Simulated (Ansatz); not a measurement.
Na (P6_3/mmc, No. 194): a calculation's starting geometry; the starting structure was generated, so it need not be a known form of this composition.

```
Na
1.0
     3.82079    0.00000    0.00000
    -1.91039    3.30890    0.00000
     0.00000    0.00000    6.23963
Na
2
Cartesian
  0.0000 2.2059 1.5599
  1.9104 1.1030 4.6797
```

What will a HAADF-like image along [201] show? The image is simulated as a sum over atoms of Z^1.6, blurred by a 0.93 Å probe (no channelling). The probe carries 25 % of its weight in a tail 2.5 times as wide.

The columns repeat on a centred rectangular net of 2.42 × 6.62 Å (plane group c2mm). All columns are alike (Na). The shortest distance between visible columns is 1.64 Å in projection. Along the beam the structure repeats every 9.87 Å.

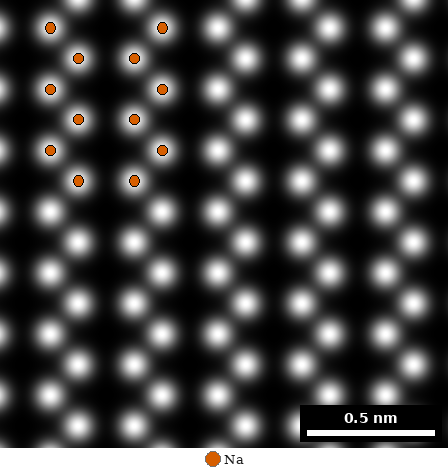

The simulated image, with the columns of the model marked in one corner.
